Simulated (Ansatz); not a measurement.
System: CO.

```cif
data_structure
_symmetry_space_group_name_H-M 'P 1'
_symmetry_Int_Tables_number 1
_cell_length_a 2.4956
_cell_length_b 2.4956
_cell_length_c 2.4956
_cell_angle_alpha 90.000
_cell_angle_beta 90.000
_cell_angle_gamma 90.000
_cell_volume 15.54
loop_
_atom_site_label
_atom_site_type_symbol
_atom_site_fract_x
_atom_site_fract_y
_atom_site_fract_z
_atom_site_occupancy
C1 C 0.00000 0.00000 0.00000 1
O1 O 0.50000 0.50000 0.50000 1
```

Space group Pm-3m; started from the caesium chloride_221 prototype, which need not be the ambient phase.

All numbers below come from DFT PBE, scalar-relativistic, plane waves, PAW (Ansatz).

> What will maps of the valence pseudo-density and electron localisation function show?

C–O (2.16 Å): the density is about 0.36 e/Å³ at the midpoint; the ELF peaks at about 0.85 in the valence shell of C, 0.6 Å from its nucleus, and drops to about 0.25 between the two atoms.

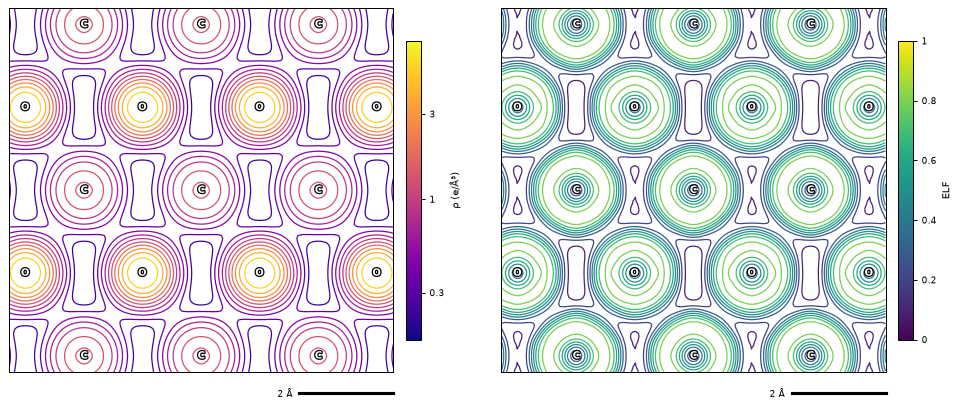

Computed valence pseudo-density and electron localisation function on the (110) plane of the conventional cell, in this order. 

Core electrons are frozen (PAW), and the valence fields are smoothed inside the atomic spheres.
